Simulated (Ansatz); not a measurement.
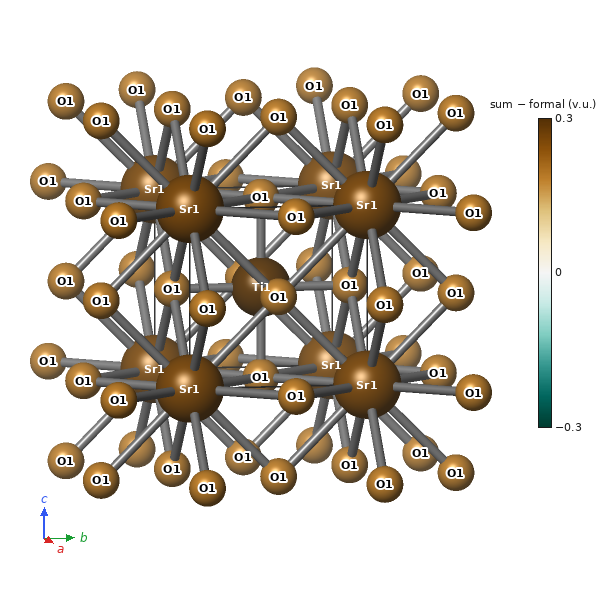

Atoms of SrTiO$_{3}$ (Pm-3m) coloured by their computed bond-valence sum less the size of their formal valence (view slightly off an axis).

Bond valence s = exp((R0 − d)/b), R0 fitted to published crystal structures with b = 0.37 Å, summed over all anions within 5 Å; R0 in Å: Sr2+–O 2.105; Ti4+–O 1.801.

The cell is taken from the geometry relaxed with DFT, LDA, plane waves, PAW (Ansatz).

```
CELL_PARAMETERS angstrom
3.85423 0.00000 0.00000
0.00000 3.85423 0.00000
0.00000 0.00000 3.85423
ATOMIC_POSITIONS crystal
Sr 0.00000 0.00000 0.00000
Ti 0.50000 0.50000 0.50000
O 0.50000 0.00000 0.50000
O 0.50000 0.50000 0.00000
O 0.00000 0.50000 0.50000
```

Site labels: Sr1 at 0.000, 0.000, 0.000; Ti1 at 0.500, 0.500, 0.500; O1 at 0.500, 0.000, 0.500.

**Give the sums of all sites.**

```tsv
site	x, y, z	formal valence	bond-valence sum	difference
Sr1	0.000, 0.000, 0.000	+2	2.26	0.26
Ti1	0.500, 0.500, 0.500	+4	4.29	0.29
O1	0.500, 0.000, 0.500	−2	2.19	0.19
```

**Is the structure strained by this measure?**

The global instability index (root mean square of the differences over all atoms) is 0.23 v.u.: above 0.2, which by the usual rule of thumb marks a strained structure. Cells relaxed with LDA tend to have short bonds, which raises the sums.
